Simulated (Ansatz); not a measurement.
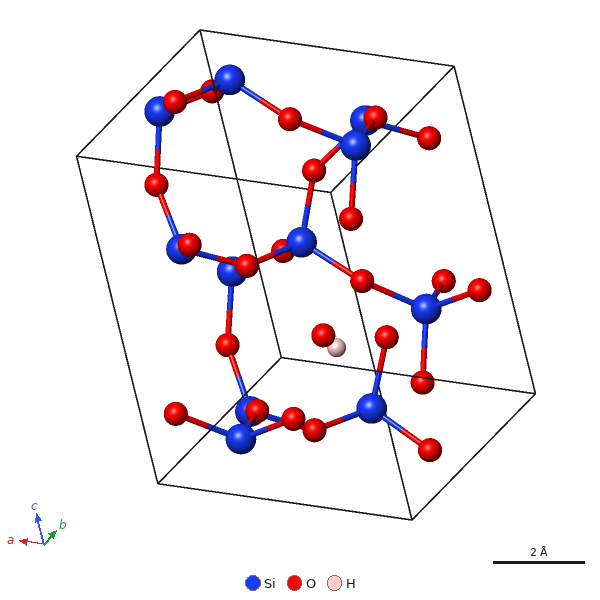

The crystal in a ball-and-stick representation, seen from a general direction. The frame is the supercell; atoms at its boundary are shown with their periodic copies. The host is SiO$_{2}$, in a cell of 27 sites, and the cell is neutral.

### What kind of defect was put in?

An interstitial hydrogen atom. It is bonded to no bonds drawn.

Run with DFT PBE, scalar-relativistic, plane waves, PAW in Ansatz and these settings: wavefunction cutoff 420 eV, 2×2×2 k-mesh, Gaussian smearing of 0.01 eV, collinear spins.

### Does the defective cell carry a moment?

Yes, 1.0 μB in the cell.

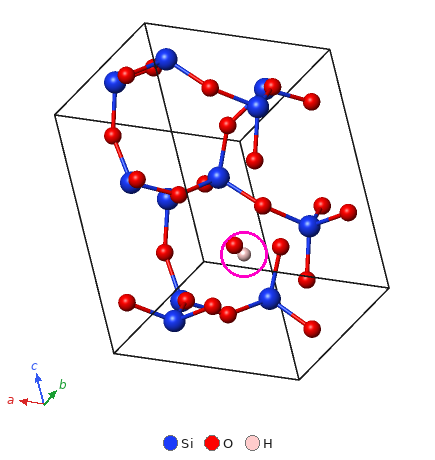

The same cell with a ring at the defect's site.

The atoms were relaxed in the host's cell with Ansatz 0.2.0, DFT PBE, scalar-relativistic, plane waves, PAW.
